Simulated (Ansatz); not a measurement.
In15P16 (charge −1): geometry relaxation (part 1 of 3)

In15P16 (defect cell, 31 atoms in the cell, total charge −1), computed with DFT PBE, scalar-relativistic, plane waves, PAW, spin-polarised (Ansatz 0.2.0).

The structure derives from a Materials Project entry. It belongs to a series of runs on one base structure; here: In vacancy (site a), charge -1, atoms relaxed at the host's cell.

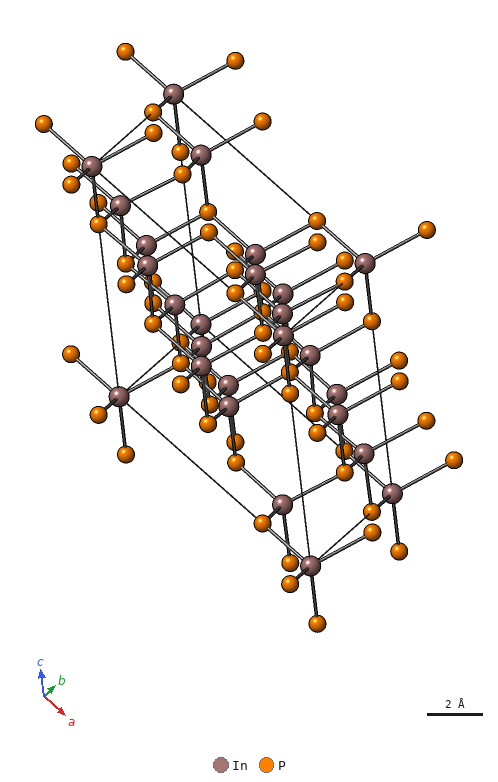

Figure 1. The starting structure (ball-and-stick view of the cell of the calculation, seen slightly off an axis; bonded neighbours outside the cell are drawn too). Near neighbours in the crystal (not all of them lie inside the picture): In has 4 P at 2.57 to 2.61 Å; P has 3 In at 2.57 Å; P has 4 In at 2.59 to 2.61 Å.

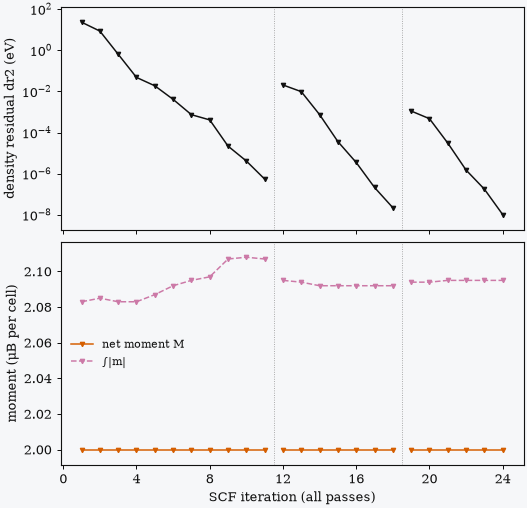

Figure 2. Convergence of the self-consistent field: density residual dr2 and magnetic moment against the SCF iteration. The dotted lines part the SCF passes of the relaxation: geometry steps, rejected trials and re-solves on a re-selected basis. The passes take 11, 7 and 6 iterations. The net moment stays at 2.0 μB per cell.

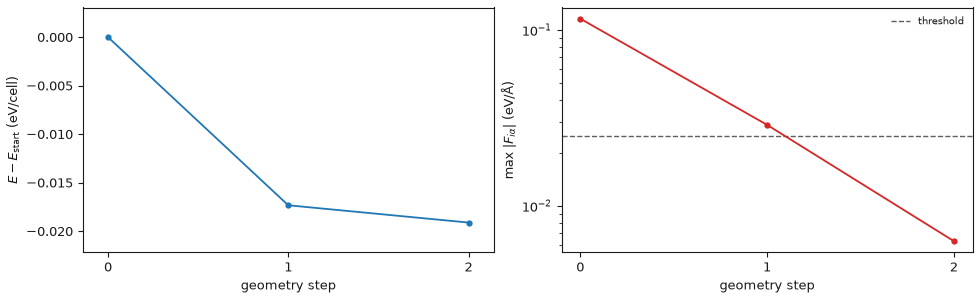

Figure 3. Progress of the relaxation, step by step (the first geometry is step 0 here and step 1 in the log).

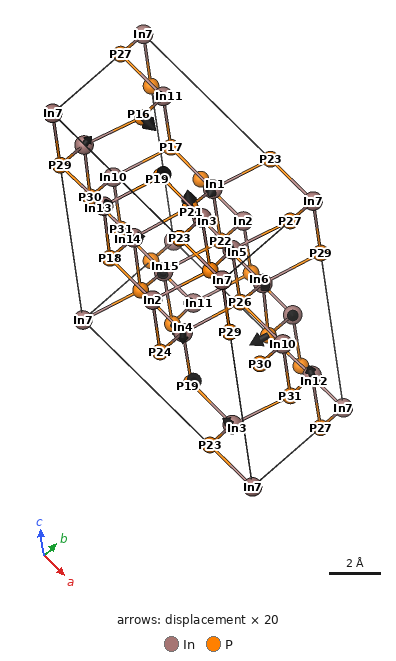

Figure 4. The starting structure with the displacements as black arrows, magnified 20 times (ball-and-stick view of the cell of the calculation, seen slightly off an axis). The largest moves, 0.044 Å, are those of P16, P19, P21 and P28. Largest moves by element: P 0.044 Å, In 0.024 Å. The lattice vectors keep their values. Among the contacts that change: In11–P17 2.587 → 2.597 Å, In11–P16 2.570 → 2.565 Å. After 2 geometry steps the energy has fallen by 19.1 meV per cell of the calculation. Largest force component: 0.12 eV/Å at the start, 0.0063 eV/Å at the end. (Atoms are counted from 1 in the order of the input.)

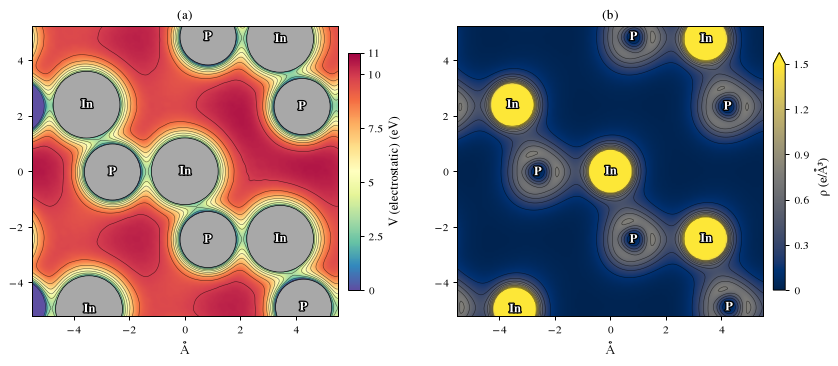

Figure 5. (a) electrostatic potential (local pseudopotential plus Hartree) felt by an electron; (b) valence pseudo-density on the (100) plane of the calculation cell. Grey discs, where drawn, cover atomic cores. The plane passes through In and P nuclei. In–P (2.56 Å): the density is about 0.44 e/Å³ at the midpoint. In–P (2.61 Å): ρ is about 0.41 e/Å³ halfway. Away from the nuclei the density in this plane falls to 0.01 e/Å³ at its lowest. Outside the cores the potential energy rises away from the atoms and is highest about 2.3 Å from the nearest atoms; outside the discs it spans about 10 eV, and its zero is arbitrary. The fields are those of the smooth PAW valence density.

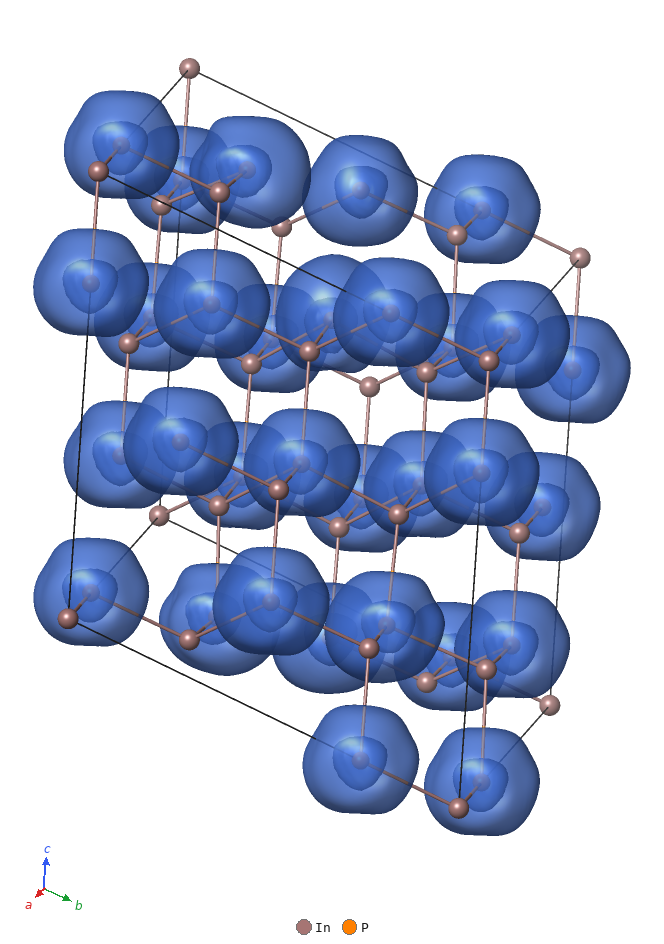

Figure 6. Isosurface of the ELF at 0.65 (blue), seen slightly off an axis. Only the valence region is drawn (cores and ρ < 0.01 e/Å³ removed). Sticks mark near contacts. The outline is the calculation cell. Values along the shortest contacts: In–P (2.56 Å): the ELF is about 0.55 at the midpoint. In–P (2.61 Å): the ELF is about 0.55 at the midpoint.

The input and output of the run follow.

## The input
```yaml
crystal:
  lattice:
    - [-5.9597880289, 5.9597880289, 5.9597880289]
    - [5.9597880289, -5.9597880289, 5.9597880289]
    - [5.9597880289, 5.9597880289, -5.9597880289]
  atoms:
    - { symbol: In, position: [0.5, 0.7460435631, 0.7515781038] }
    - { symbol: In, position: [0.5, 0.0, 0.5] }
    - { symbol: In, position: [0.7460435631, 0.2515781038, 0.0] }
    - { symbol: In, position: [0.5, 0.2515781038, 0.2460435631] }
    - { symbol: In, position: [0.7460435631, 0.5, 0.7515781038] }
    - { symbol: In, position: [0.7484218962, 0.7484218962, 0.4944654593] }
    - { symbol: In, position: [0.0, 0.0, 0.0] }
    - { symbol: In, position: [0.7484218962, -0.0055345407, 0.2484218962] }
    - { symbol: In, position: [0.0055345407, 0.2539564369, 0.7539564369] }
    - { symbol: In, position: [0.0, 0.5, 0.5] }
    - { symbol: In, position: [0.2515781038, 0.7460435631, 0.0] }
    - { symbol: In, position: [-0.0055345407, 0.7484218962, 0.2484218962] }
    - { symbol: In, position: [0.2539564369, 0.0055345407, 0.7539564369] }
    - { symbol: In, position: [0.2539564369, 0.2539564369, 0.5055345407] }
    - { symbol: In, position: [0.2515781038, 0.5, 0.2460435631] }
    - { symbol: P, position: [0.2599693459, 0.5, 0.0], spin: 0.5 }
    - { symbol: P, position: [0.2509367629, 0.7510602404, 0.7509367629] }
    - { symbol: P, position: [0.2489397596, -0.0001234774, 0.4998765226] }
    - { symbol: P, position: [0.5, 0.2599693459, 0.0], spin: 0.5 }
    - { symbol: P, position: [0.2509367629, 0.2509367629, 0.2510602404] }
    - { symbol: P, position: [0.5, 0.5, 0.7599693459], spin: 0.5 }
    - { symbol: P, position: [0.5, 0.7490632371, 0.5001234774] }
    - { symbol: P, position: [0.7490632371, 0.0001234774, 0.0] }
    - { symbol: P, position: [0.5, 0.0001234774, 0.2490632371] }
    - { symbol: P, position: [0.7510602404, 0.2509367629, 0.7509367629] }
    - { symbol: P, position: [0.7490632371, 0.5, 0.5001234774] }
    - { symbol: P, position: [0.0001234774, 0.7490632371, 0.0] }
    - { symbol: P, position: [0.7400306541, 0.7400306541, 0.2400306541], spin: 0.5 }
    - { symbol: P, position: [-0.0001234774, -0.0001234774, 0.7489397596] }
    - { symbol: P, position: [-0.0001234774, 0.2489397596, 0.4998765226] }
    - { symbol: P, position: [0.0001234774, 0.5, 0.2490632371] }
  host:
    lattice:
      - [0.0, 2.9798940145, 2.9798940145]
      - [2.9798940145, 0.0, 2.9798940145]
      - [2.9798940145, 2.9798940145, 0.0]
    atoms:
      - { symbol: In, position: [0.0, 0.0, 0.0] }
      - { symbol: P, position: [0.25, 0.25, 0.25] }
total_charge: -1
basis:
  ecutwfc: 420
  xc_grid: 2
kpoints:
  mp_grid: { grid: [2, 2, 2], shift: [0.5, 0.5, 0.5] }
hamiltonian:
  xc: pbe
scf:
  occupations: { method: gaussian, width: 0.02 }
output:
  forces: true
  stress: false
  eigenvalues: true
  populations: true
  charged_corrections:
    defect_position: [0.5, 0.5, 0.0]
    epsilon: [[15.0794, 0.0, 0.0], [0.0, 15.0794, 0.0], [0.0, 0.0, 15.0794]]
  write_density: true
  write_potential: true
  elf: true
  volumetric_format: npy
magnetization:
  spin_polarized: true
relax:
  adjacent_minimum: "off"
  f_tol: 0.025
  max_steps: 45
```

Command:
```bash
ansatz run input.yaml --threads 4 --pin off --max-ram 6144MiB --backend cpu --events-out ev --progress --plain --runs-dir out
```

## What the program printed
```
Engine: ansatz 0.2.0, aarch64-unknown-linux-gnu
Pseudopotentials: kind: paw
Pseudopotential: In, paw, valence charge 13, recommended cutoff 420 eV (normal), In.paw.azcp
Pseudopotential: P, paw, valence charge 5, recommended cutoff 420 eV (normal), P.paw.azcp
Functional definition: PBE
  parameter kappa = 0.804
  parameter beta = 0.06672455060314922
  exchange = pbe_x(kappa = kappa, mu = beta*pi^2/3)
  correlation = pbe_c(beta = beta)
Crystal: 31 atoms, lattice volume = 846.745 Å³
Basis set: ecut = 420 eV, 16487 PW (Γ), exchange–correlation on 144×144×144 points (8 copies of the dense FFT grid, shifted against one another)
Bands: 170, of which v1, the nominal top of the filled ones, is band 138 counted from 1 (137 counted from 0)
Symmetry: 24 space group operations
Space group: I-43m (ITA 217), of the structure as read, at distance tolerance 9.5e-5 Å
Magnetic group: BNS 217.78 (UNI 1580), of the structure as read, at distance tolerance 9.5e-5 Å
k-points: 2 of 8 (time reversal used)
Non-local potential: In, projectors of the file, l = 0: 2, l = 1: 2, l = 2: 2, l = 3: 2
Non-local potential: P, projectors of the file, l = 0: 2, l = 1: 2, l = 2: 2
PAW form: soft (Blöchl's): semilocal exchange-correlation on the pseudo side does not see the compensation charge
PAW one-centre angular grid: In, 590 points (default); XC on 64 Gauss nodes
PAW one-centre angular grid: P, 110 points (default); XC on 64 Gauss nodes
Initial density: superposition of atomic densities (chi_scale 0.1, normalization cell)
Starting moments: Σ|m| = 2 μB on 4 of 31 sites
Initial wavefunctions: pseudopotential atomic-orbital guess
Functional: x = pbe(κ = 0.804, μ = 0.2195149727645171), c = pbe(β = 0.06672455060314922)
SCF iter   1: F=—  HF=-96062.673791 eV  |F-HF|=—  |Δ(HF+E_count)|=         —  Δρ=1.90e-2 (↑1.90e-2 ↓1.90e-2)  dr2=2.31e1  dr2_m=4.09e-2  M=2.000 μB ∫|m|=2.083 μB  β_m=0.30  ethr=3.10e-3  ⟨swp⟩=7.0  Hψ=2739  notcnv=0  defer=2
preconditioner: auto → Resta (q_TF=auto, 2.263 Å⁻¹)  ε∞=4.0  [insulator: Δε(μ)=0.194 eV  Ē_g=12.272 eV  σ=0.020 eV  W_gap=0.83  n_scr=176 (ndim 8)  ℏωp=21.2 eV  f_vac=0.000  D(μ)=26.50/eV (n_scr^D=200)  ε∞_Penn≈4.0]
spin=Collinear: Resta preconditioning applied to the charge; magnetization (m = ρ↑ − ρ↓) channel mixes plain (no charge-response kernel on spin).
SCF iter   2: F=—  HF=-96058.021163 eV  |F-HF|=—  |Δ(HF+E_count)|=    4.65e0  Δρ=1.27e-2 (↑1.27e-2 ↓1.27e-2)  dr2=8.54e0  dr2_m=2.46e-2  M=2.000 μB ∫|m|=2.085 μB  β_m=0.30  ethr=3.10e-3  ⟨swp⟩=2.5  Hψ=1117  notcnv=0  defer=104
SCF iter   3: F=—  HF=-96056.044723 eV  |F-HF|=—  |Δ(HF+E_count)|=    1.98e0  Δρ=5.55e-3 (↑5.55e-3 ↓5.38e-3)  dr2=6.39e-1  dr2_m=1.47e-2  M=2.000 μB ∫|m|=2.083 μB  β_m=0.30  ethr=3.10e-3  ⟨swp⟩=4.0  Hψ=1172  notcnv=0  defer=104
SCF iter   4: F=—  HF=-96056.046988 eV  |F-HF|=—  |Δ(HF+E_count)|=   2.27e-3  Δρ=1.50e-3 (↑1.50e-3 ↓1.50e-3)  dr2=4.78e-2  dr2_m=8.57e-3  M=2.000 μB ∫|m|=2.083 μB  β_m=0.30  ethr=2.31e-4  ⟨swp⟩=3.0  Hψ=1360  notcnv=0  defer=104
SCF iter   5: F=—  HF=-96056.066071 eV  |F-HF|=—  |Δ(HF+E_count)|=   1.91e-2  Δρ=1.12e-3 (↑1.12e-3 ↓1.09e-3)  dr2=1.87e-2  dr2_m=5.18e-3  M=2.000 μB ∫|m|=2.087 μB  β_m=0.30  ethr=1.73e-5  ⟨swp⟩=2.0  Hψ=654  notcnv=0  defer=104
SCF iter   6: F=—  HF=-96056.083014 eV  |F-HF|=—  |Δ(HF+E_count)|=   1.69e-2  Δρ=7.53e-4 (↑7.53e-4 ↓7.18e-4)  dr2=4.10e-3  dr2_m=3.20e-3  M=2.000 μB ∫|m|=2.092 μB  β_m=0.30  ethr=6.78e-6  ⟨swp⟩=2.0  Hψ=807  notcnv=0  defer=104
SCF iter   7: F=—  HF=-96056.090386 eV  |F-HF|=—  |Δ(HF+E_count)|=   7.37e-3  Δρ=5.25e-4 (↑5.10e-4 ↓5.25e-4)  dr2=7.37e-4  dr2_m=1.94e-3  M=2.000 μB ∫|m|=2.095 μB  β_m=0.30  ethr=1.49e-6  ⟨swp⟩=3.0  Hψ=1342  notcnv=0  defer=104
Mixer restart at iter 7: flushing history
spin-set hold released at iteration 7 (site moments contracting): the magnetisation degrees of freedom join the quasi-Newton model from the next iteration; the mixer history was flushed
SCF iter   8: F=—  HF=-96056.092382 eV  |F-HF|=—  |Δ(HF+E_count)|=   2.00e-3  Δρ=4.12e-4 (↑3.93e-4 ↓4.12e-4)  dr2=4.11e-4  dr2_m=1.19e-3  M=2.000 μB ∫|m|=2.097 μB  β_m=0.65  ethr=2.67e-7  ⟨swp⟩=2.0  Hψ=829  notcnv=0  defer=104
SCF iter   9: F=—  HF=-96056.095789 eV  |F-HF|=—  |Δ(HF+E_count)|=   3.41e-3  Δρ=4.94e-5 (↑3.34e-5 ↓4.94e-5)  dr2=2.19e-5  dr2_m=1.05e-5  M=2.000 μB ∫|m|=2.107 μB  β_m=0.72  ethr=1.49e-7  ⟨swp⟩=3.2  Hψ=1358  notcnv=0  defer=104
SCF iter  10: F=—  HF=-96056.095849 eV  |F-HF|=—  |Δ(HF+E_count)|=   6.04e-5  Δρ=1.13e-5 (↑1.00e-5 ↓1.13e-5)  dr2=4.13e-6  dr2_m=3.70e-7  M=2.000 μB ∫|m|=2.108 μB  β_m=0.86  ethr=5.66e-9  ⟨swp⟩=21.8  Hψ=7349  notcnv=0
SCF iter  11: F=-96056.095856 eV  HF=-96056.095856 eV  |F-HF|=2.71e-7  |Δ(HF+E_count)|=   6.71e-6  Δρ=3.31e-6 (↑3.31e-6 ↓3.29e-6)  dr2=5.46e-7  dr2_m=2.67e-8  M=2.000 μB ∫|m|=2.107 μB  ethr=1.49e-9  ⟨swp⟩=12.5  Hψ=5000  notcnv=0
SCF 1 converged in 11 iterations: F = -96056.095856 eV  dr2 = 5.46e-7
  greatest PAW one-centre occupation: 0.982 electrons in one spin orbital (limit 2), on the In atom at site 14 (counted from 0), in its partial waves of l = 2
relax step   1: F+E_penalty+E_count = -96056.09585597 eV  Δ(F+E_penalty+E_count) = +0.000e0 eV  max|allowed force component| = 1.162e-1 eV/Å  Δτ_max = 0.0000 Å  (11 SCF iters, dr2 threshold 1.56e-5 eV, accepted)
Initial density: handed on by an earlier stage of this run
Starting moments: Σ|m| = 2 μB on 4 of 31 sites; this step starts from the density that it was given
Initial wavefunctions: those handed on with the density
iter 1 solved again at ethr=7.57e-6 eV; its pass at ethr=3.10e-3 eV (dr2=2.09e-2 eV) is discarded
```
